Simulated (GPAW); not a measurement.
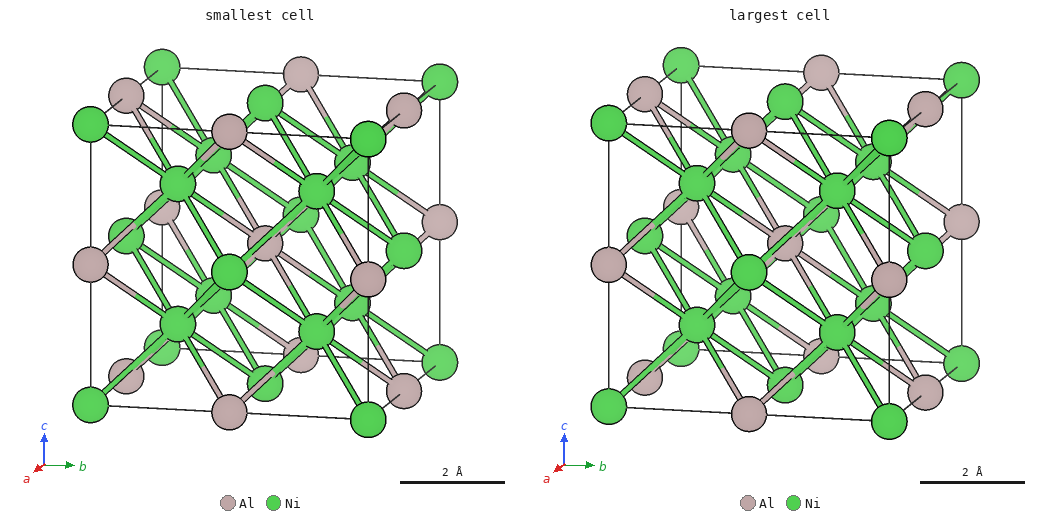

AlNi₃, D0₃ (BiF₃ or Fe₃Al type), space group Fm-3m (No. 225), relaxed (cell and atoms, zero pressure) with five choices of dispersion term on top of PBEsol; the smallest and the largest of the relaxed conventional cells are drawn to one scale (sticks follow a distance rule). The start was a structure listed in the Materials Project. It needn't be the stable form of this composition.

Alike in all runs: GPAW 26.7.0; functional PBEsol; potentials PAW data sets generated in the run's folder for this functional; cutoff 600 eV; k mesh 6 × 6 × 6 on the run's cell of 4 atoms; occupations fermi-dirac, width 0.05 eV; collinear spin, ferromagnetic start; no spin-orbit coupling. All runs are metallic.

| level | volume (Å³/atom) | a (Å) |
| --- | --- | --- |
| D3(BJ)-ATM | 10.82 | 5.573 |
| D4 | 10.89 | 5.585 |
| D3 | 10.76 | 5.562 |
| D3(BJ) | 10.74 | 5.560 |
| none | ? | ? |

Fill in the row of none.

Answer. Volume 11.07 Å³/atom; a 5.616 Å. That is the largest volume of all.

Order the levels by the relaxed volume, smallest first.

Answer. D3(BJ) (10.74 Å³/atom), D3 (10.76 Å³/atom), D3(BJ)-ATM (10.82 Å³/atom), D4 (10.89 Å³/atom), none (11.07 Å³/atom). Rows within a few tenths of a per cent can't be told apart.

Caveat: each step starts from the last one's moments, so a moment once lost doesn't come back; later steps reuse the first step's grids; pairwise dispersion terms can overbind metals strongly.
